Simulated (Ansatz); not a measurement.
**Y: single-point calculation**

Y (Im-3m, 1 atom in the cell), computed with DFT, PBE, PAW with Ansatz's default frozen-core files, scalar-relativistic, no spin polarisation (Ansatz 0.2.0).

Its volume is 0.68 times that of the source entry. It belongs to a series of runs on one base structure; here: volume scaled by 0.68, PAW files. Figures and captions count atoms from 1; the log counts them from 0 in places.

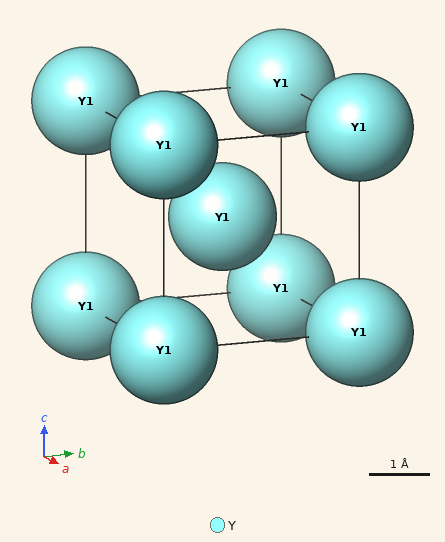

The structure (spheres-only view of the cell 2 times as large as that of the calculation, set on its symmetry axes, seen slightly off an axis; atoms are numbered from 1 in the order of the input). An atom can appear more than once, as a periodic image.

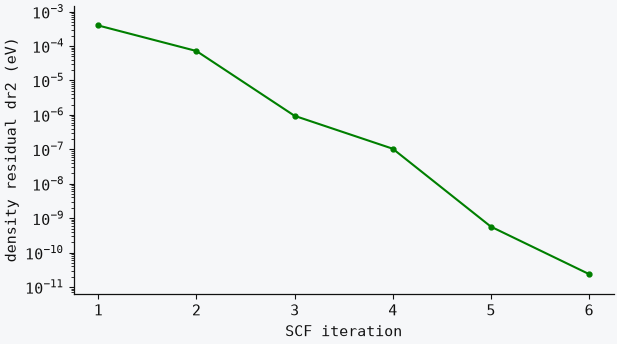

Convergence of the self-consistent field: density residual dr2 against the SCF iteration. The residual falls at every step.

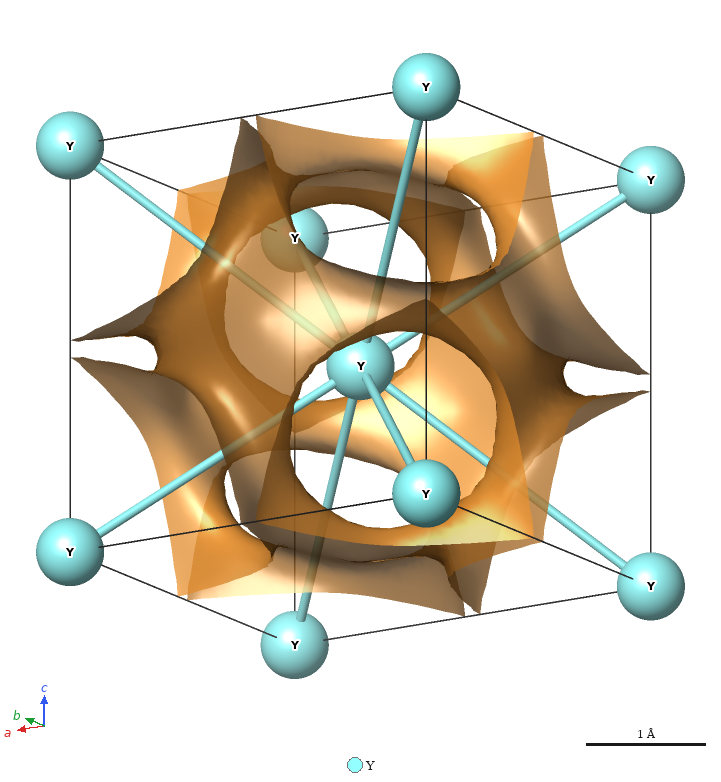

Isosurface of the ELF at 0.4 (orange), seen at an oblique angle. Only the valence region is drawn (cores and ρ < 0.01 e/Å³ removed). Sticks mark near contacts. The outline is the cell set on symmetry axes. The ELF exceeds this value in one network that runs through the whole crystal, counted in one cell of 2 atoms. Along the contacts the grid gives the following. Y–Y (3.08 Å): the ELF is about 0.10 at the midpoint (no shared electron pair). The fields are those of the smooth PAW valence density.

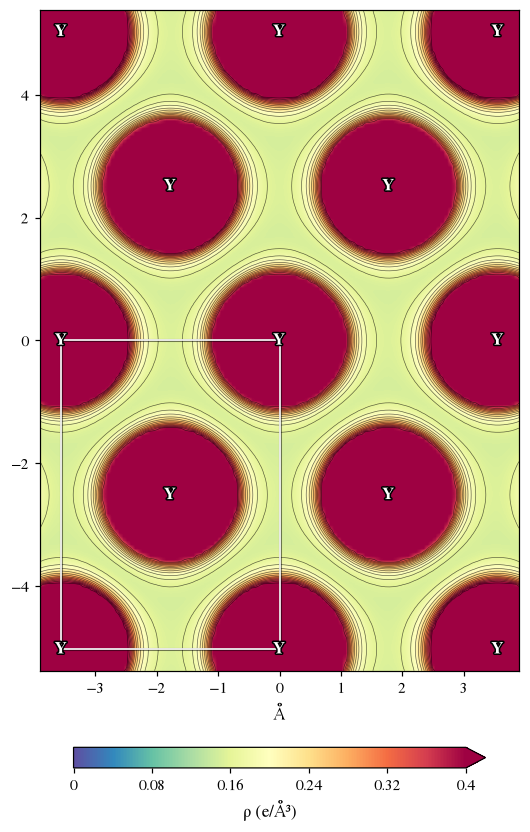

Valence electron density on the (110) plane of the conventional cell. Atoms in the plane: Y. Y–Y (3.08 Å): ρ is about 0.15 e/Å³ halfway. Away from the nuclei the density in this plane falls to 0.15 e/Å³ at its lowest.

The input and output of the run follow.

Input file
```yaml
crystal:
  lattice:
    - [-1.7778171414, 1.7778171414, 1.7778171414]
    - [1.7778171414, -1.7778171414, 1.7778171414]
    - [1.7778171414, 1.7778171414, -1.7778171414]
  atoms:
    - { symbol: "Y", position: [0.0, 0.0, 0.0] }
kpoints:
  mp_grid: { grid: [13, 13, 13] }
scf:
  occupations: { method: fermi_dirac, width: 0.08 }
hamiltonian:
  xc: pbe
  pseudopotentials: { kind: paw }
output:
  forces: true
  stress: true
  eigenvalues: true
  populations: true
  write_density: true
  write_potential: true
  elf: true
  volumetric_format: npy
```

Launched with:
```bash
ansatz run input.yaml --threads 1 --pin off --max-ram 2048MiB --backend cpu --events-out ev --progress --plain --runs-dir out
```

The program's output
```
Engine: ansatz 0.2.0, aarch64-unknown-linux-gnu
Pseudopotentials: kind: paw
Pseudopotential: Y, paw, valence charge 11, recommended cutoff 420 eV (normal), Y.paw.azcp
Functional definition: PBE
  parameter kappa = 0.804
  parameter beta = 0.06672455060314922
  exchange = pbe_x(kappa = kappa, mu = beta*pi^2/3)
  correlation = pbe_c(beta = beta)
Crystal: 1 atoms, lattice volume = 22.476 Å³
Basis set: ecut = 420 eV, 429 PW (Γ), exchange–correlation on 48×48×48 points (8 copies of the dense FFT grid, shifted against one another)
Bands: 10, of which v1, the nominal top of the filled ones, is band 6 counted from 1 (5 counted from 0)
Symmetry: 48 space group operations
Space group: Im-3m (ITA 229), of the structure as read, at distance tolerance 2.8e-5 Å
k-points: 84 of 2197
Non-local potential: Y, projectors of the file, l = 0: 3, l = 1: 2, l = 2: 2, l = 3: 1
PAW form: soft (Blöchl's): semilocal exchange-correlation on the pseudo side does not see the compensation charge
PAW one-centre angular grid: Y, 590 points (default); XC on 64 Gauss nodes
Initial density: superposition of atomic densities (neutral atoms: chi_scale 0, normalization atom), corrected by the library's trained network
Initial wavefunctions: pseudopotential atomic-orbital guess
Functional: x = pbe(κ = 0.804, μ = 0.2195149727645171), c = pbe(β = 0.06672455060314922)
SCF iter   1: F=—  HF=-3847.904421 eV  |F-HF|=—  |Δ(HF+E_count)|=         —  Δρ=1.66e-3  dr2=3.96e-4  ethr=1.77e-3  ⟨swp⟩=5.0  Hψ=4904  notcnv=0
preconditioner: auto → none  [metal: Δε(μ)=0.046 eV  Ē_g=19.356 eV  σ=0.080 eV  W_gap=0.14  n_scr=0 (ndim 8)  ℏωp=23.5 eV  f_vac=0.000  D(μ)=2.05/eV (n_scr^D=18)]
SCF iter   2: F=—  HF=-3847.904454 eV  |F-HF|=—  |Δ(HF+E_count)|=   3.29e-5  Δρ=8.17e-4  dr2=7.18e-5  ethr=3.60e-6  ⟨swp⟩=2.6  Hψ=1902  notcnv=0
SCF iter   3: F=—  HF=-3847.904442 eV  |F-HF|=—  |Δ(HF+E_count)|=   1.16e-5  Δρ=1.02e-4  dr2=9.39e-7  ethr=6.52e-7  ⟨swp⟩=2.3  Hψ=1084  notcnv=0
SCF iter   4: F=—  HF=-3847.904442 eV  |F-HF|=—  |Δ(HF+E_count)|=   2.04e-7  Δρ=2.21e-5  dr2=1.04e-7  ethr=8.54e-9  ⟨swp⟩=2.0  Hψ=1277  notcnv=0
iter 5 did not close the SCF: its close was put off for the readings that it lacked (scf_convergence_deferred on its scf_iter line)
SCF iter   5: F=-3847.904442 eV  HF=-3847.904442 eV  |F-HF|=7.87e-10  |Δ(HF+E_count)|=   4.75e-8  Δρ=2.94e-6  dr2=5.66e-10  ethr=9.50e-10  ⟨swp⟩=2.1  Hψ=1319  notcnv=0
SCF iter   6: F=-3847.904442 eV  HF=-3847.904442 eV  |F-HF|=8.19e-12  |Δ(HF+E_count)|=  8.85e-10  Δρ=4.91e-7  dr2=2.37e-11  ethr=5.15e-12  ⟨swp⟩=4.0  Hψ=3621  notcnv=0
SCF 1 converged in 6 iterations: F = -3847.904442 eV  dr2 = 2.37e-11
  greatest PAW one-centre occupation: 0.994 electrons in one spin orbital (limit 2), on the Y atom at site 0 (counted from 0), in its partial waves of l = 0
SCF converged after 6 iterations
Free energy (F): -3847.904442 eV
Harris-Foulkes:  -3847.904442 eV  (|F-HF|=8.19e-12)
Internal energy: -3847.862993 eV  (E = F + TS)
E sigma→0 (E₀):  -3847.883718 eV
Entropy (-TS):   -0.041450 eV (-41.450 meV/atom)
Fermi energy:    14.473627 eV
--- Per-component energies (eV) ---
  E_band       = -60.258932
  E_kinetic    = 313.428673
  E_local      = -469.887189  (includes V_loc(G=0)·N_el)
  E_nonlocal   = 51.530222
  E_hartree    = 150.793216
  E_xc         = -176.142735
  E_vxc        = -202.938149  (∫ρ·V_xc dr)
  E_paw        = -2825.923702  (= ΣΔE_a)
  E_vpaw       = -53.979003  (= ΣTr[D̂ρ^β])
  E_aug_tail   = 0.000003  (compensation charges beyond the density's cutoff)
  E_ewald      = -891.661479
  E_smearing   = -0.041450  (= −TS)
  E_closure    = 0.000000  (closes the sum)
  Σ components = -3847.904442   (vs F -3847.904442, Δ=0.00e0)
--- Forces (eV/Å), atoms counted from 1 ---
  atom   1  Y     -0.00000000     0.00000000    -0.00000000
  max |Σ_I F_I| component: 2.77e-32 eV/Å
--- Stress (GPa, compression-positive) ---
       26.047759       0.000000       0.000000
        0.000000      26.047759      -0.000000
        0.000000       0.000000      26.047759
  P = ⅓ Tr σ = 26.0478 GPa (260.478 kbar)
--- Band table (eV; the first three rows and the last of 84) ---
  k-point 0: bands = ["-27.5786", "-6.7269", "-6.7269", "-6.7269", "9.5034", "16.5781", "16.5781", "16.5781", "19.3658", "19.3658"]
  k-point 1: bands = ["-27.5610", "-6.8409", "-6.7589", "-6.7284", "9.7433", "16.3914", "16.4950", "16.8139", "19.0508", "19.3460"]
  k-point 2: bands = ["-27.5117", "-7.1463", "-6.8464", "-6.7329", "10.3922", "15.9302", "16.1367", "17.5069", "18.7014", "19.3337"]
  k-point 83: bands = ["-27.0518", "-7.8914", "-7.8688", "-7.8688", "11.8908", "11.9380", "21.2770", "21.2770", "22.1222", "22.6388"]
--- Löwdin populations: 1 site ---
  site symbol       q [e]
     0      Y     10.9790
  spilling = 0.001909 (of n_electrons = 11.000000)
```

File populations.tsv
```
# site	symbol	l	j	q
# orbitals = lowdin
# n_electrons = 11.000000
# spilling = 0.001909
0	Y	0_4S	-	1.924164
0	Y	0_5S	-	0.606511
0	Y	1_4P	-	5.901867
0	Y	2_4D	-	2.546464
```

File rho_z.tsv
```
# z_ang	rho[e/angstrom^3]
# format = ansatz-planar-average/11
# lattice	-1.777817141	1.777817141	1.777817141
# lattice	1.777817141	-1.777817141	1.777817141
# lattice	1.777817141	1.777817141	-1.777817141
# sites	1
# site	39	0.000000000	0.000000000	0.000000000
0.000000	8.819520e-1
0.128303	8.702420e-1
0.256606	8.327234e-1
0.384909	7.657166e-1
0.513212	6.710597e-1
0.641515	5.594005e-1
0.769817	4.469240e-1
0.898120	3.484902e-1
1.026423	2.725584e-1
1.154726	2.204463e-1
1.283029	1.886559e-1
1.411332	1.721549e-1
1.539635	1.671062e-1
1.667938	1.721549e-1
1.796241	1.886559e-1
1.924544	2.204463e-1
2.052846	2.725584e-1
2.181149	3.484902e-1
2.309452	4.469240e-1
2.437755	5.594005e-1
2.566058	6.710597e-1
2.694361	7.657166e-1
2.822664	8.327234e-1
2.950967	8.702420e-1
```

File v_z.tsv
```
# z_ang	v_es[eV]	v_tot[eV]
# format = ansatz-planar-average/11
# xc	pbe
# density_cutoff_ev	1680
# datasets	Y=:simpson_from_first_knot:soft
# lattice	-1.777817141	1.777817141	1.777817141
# lattice	1.777817141	-1.777817141	1.777817141
# lattice	1.777817141	1.777817141	-1.777817141
# sites	1
# site	39	0.000000000	0.000000000	0.000000000
0.000000	-2.369776e0	-1.581798e1
0.128303	-2.120430e0	-1.549432e1
0.256606	-1.379416e0	-1.452945e1
0.384909	-1.700955e-1	-1.295372e1
0.513212	1.459744e0	-1.083441e1
0.641515	3.425746e0	-8.287054e0
0.769817	5.591900e0	-5.497111e0
0.898120	7.763896e0	-2.712011e0
1.026423	9.708799e0	-2.097742e-1
1.154726	1.122012e1	1.755131e0
1.283029	1.220557e1	3.058465e0
1.411332	1.272277e1	3.761197e0
1.539635	1.288149e1	3.981905e0
1.667938	1.272277e1	3.761197e0
1.796241	1.220557e1	3.058465e0
1.924544	1.122012e1	1.755131e0
2.052846	9.708799e0	-2.097742e-1
2.181149	7.763896e0	-2.712011e0
2.309452	5.591900e0	-5.497111e0
2.437755	3.425746e0	-8.287054e0
2.566058	1.459744e0	-1.083441e1
2.694361	-1.700955e-1	-1.295372e1
2.822664	-1.379416e0	-1.452945e1
2.950967	-2.120430e0	-1.549432e1
```

Results in brief

```tsv
quantity	value
outcome	converged
space group (tolerance 0.01 Å)	Im-3m (229)
electrons treated	11
free energy	−3847.9044 eV
Fermi energy	14.474 eV
pressure	26.05 GPa
largest force (length of the vector)	under 0.001 eV/Å
hardware	1 thread of Arm Neoverse V1, 112 GiB of memory available, shared host
wall time	1.9 s
peak memory	0.28 GiB
```

The cell is under a pressure of 26 GPa at this level, so it is not at its equilibrium volume.
